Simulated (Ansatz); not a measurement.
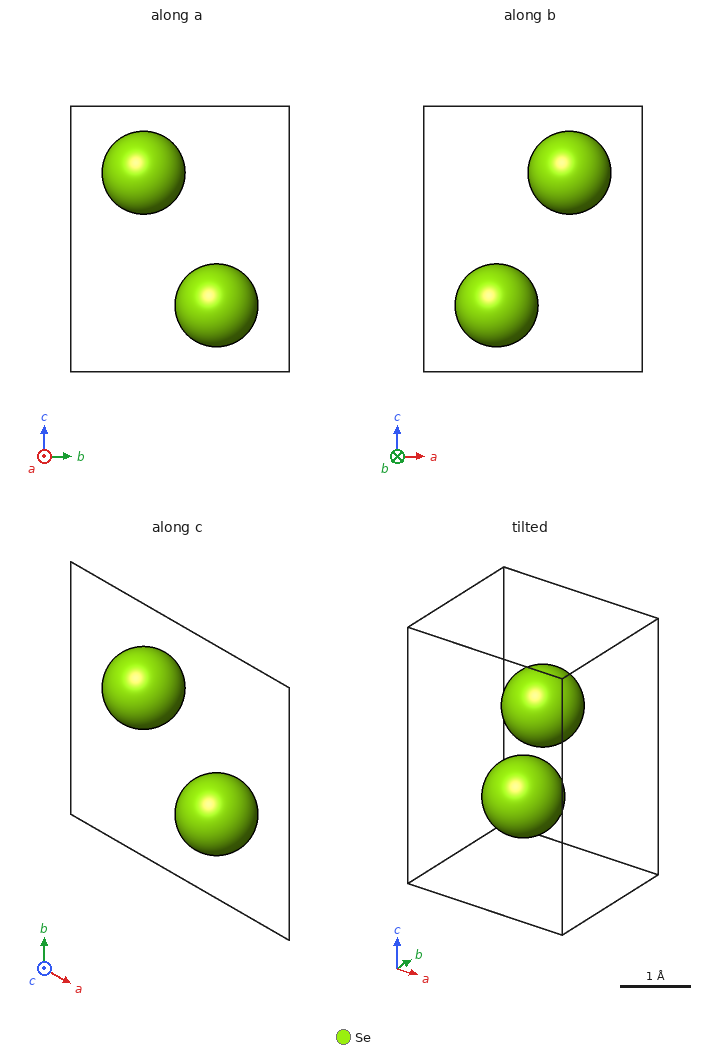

We look at a spheres-only model of the crystal along the a axis, along the b axis, along the c axis and slightly off an axis. Thin lines show the conventional unit cell, with boundary atoms drawn in all their periodic places.

Lattice parameters: a = 3.613 Å, b = 3.613 Å, c = 3.796 Å, α = 90.00°, β = 90.00°, γ = 120.00°.

Q: Convert the drawing into a table of Wyckoff sites.

A: Space group P6_3/mmc (No. 194).
| atom | site | x | y | z |
| --- | --- | --- | --- | --- |
| Se | 2c | 0.3333 | 0.6667 | 0.2500 |

The structure comes from a structure type filled with this element by a generator (whether the element takes this form wasn't checked). Earlier steps of the study may have refined or changed the cell and positions. It was run through Ansatz as a DFT input.
